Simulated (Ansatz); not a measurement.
## Electronic structure of Mo₁₆H (slab) in real space

```yaml
crystal:
  lattice:
    - [6.32094, 0.00000, 0.00000]
    - [0.00000, 6.32094, 0.00000]
    - [0.00000, 0.00000, 21.58839]
  atoms:
    - { symbol: Mo, position: [0.25000, 0.25000, 0.18528] }
    - { symbol: Mo, position: [0.25000, 0.75000, 0.18528] }
    - { symbol: Mo, position: [0.75000, 0.25000, 0.18528] }
    - { symbol: Mo, position: [0.75000, 0.75000, 0.18528] }
    - { symbol: Mo, position: [0.00000, 0.00000, 0.25848] }
    - { symbol: Mo, position: [0.00000, 0.50000, 0.25848] }
    - { symbol: Mo, position: [0.50000, 0.00000, 0.25848] }
    - { symbol: Mo, position: [0.50000, 0.50000, 0.25848] }
    - { symbol: Mo, position: [0.25000, 0.25000, 0.33403] }
    - { symbol: Mo, position: [0.25000, 0.75000, 0.33403] }
    - { symbol: Mo, position: [0.75000, 0.25000, 0.33403] }
    - { symbol: Mo, position: [0.75000, 0.75000, 0.33403] }
    - { symbol: Mo, position: [0.00000, 0.00000, 0.39782] }
    - { symbol: Mo, position: [0.00000, 0.50000, 0.39782] }
    - { symbol: Mo, position: [0.50000, 0.00000, 0.39782] }
    - { symbol: Mo, position: [0.50000, 0.50000, 0.39782] }
    - { symbol: H, position: [0.00000, 0.00000, 0.56504] }
```

A point of a scan over the structure, not its minimum; not relaxed (largest force 1.8 eV/Å); PAW files of the earlier set (soft_1); spin-polarised.

Theory: Ansatz, DFT PBE, scalar-relativistic, plane waves, PAW.

Core electrons are frozen (PAW), and the valence fields are smoothed inside the atomic spheres.

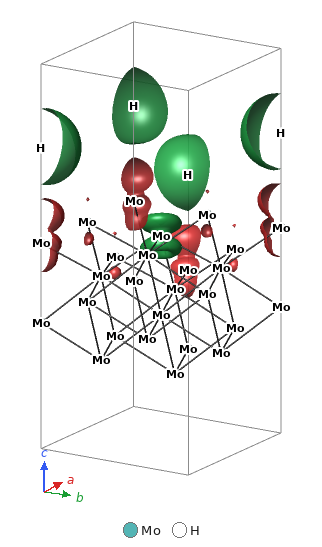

Figure 1. Isosurfaces of the magnetisation density (up minus down) at +0.008 (green) and −0.008 e/Å³ (red), seen at an oblique angle. Sticks mark near contacts.

### Describe the spin distribution.

The spin density sits on H: +0.8 μB in one cell of 17 atoms, with smaller moments on other sites: Mo (up to −0.05 μB): a single local moment. The cell of the calculation (17 atoms) carries 0.8 μB of net spin moment.

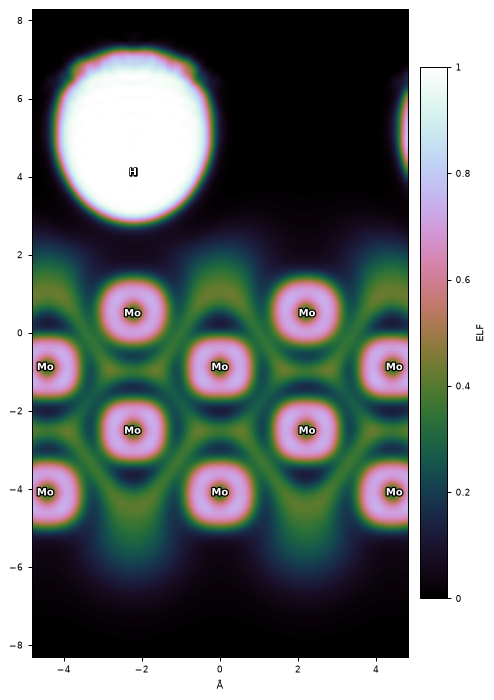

Figure 2. ELF on the (11̄0) plane of the calculation cell, a cut from vacuum to vacuum.

### Interpret the plot.

The section cuts through Mo and H sites. Mo–Mo (2.63 Å): the ELF is about 0.35 at the midpoint. Mo–H (3.61 Å): the ELF climbs to about 1 towards the hydrogen. Mo–Mo (2.74 Å): the ELF is about 0.35 at the midpoint. The features right at Mo lie inside the PAW spheres, where the map follows smoothed inner orbitals and isn't to be read closely.

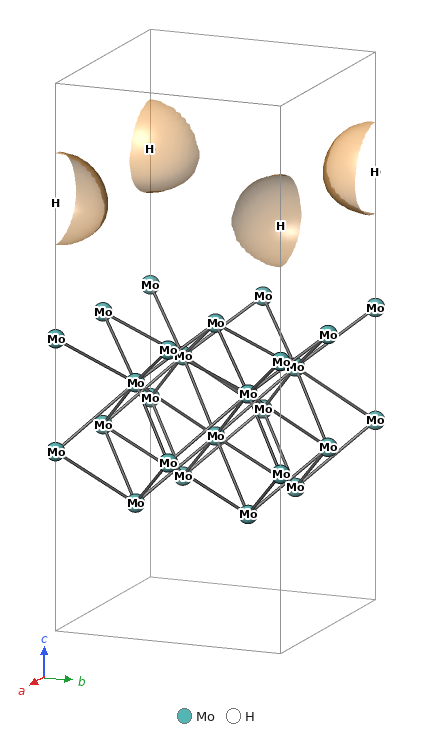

Figure 3. Isosurface of the electron localisation function at 0.85 (orange), seen slightly off an axis. Only the valence region is drawn (cores and ρ < 0.01 e/Å³ removed). Sticks mark near contacts.

### Identify the bonds, lone pairs and shells in this picture.

At this value the surface marks out one region around a hydrogen nucleus, counted in one cell of 17 atoms. Counts are for one cell; the picture repeats the cell along the surface.

### Does the calculation make it a metal, or give it a gap?

It is metallic or semimetallic at this level of theory: no gap opens.
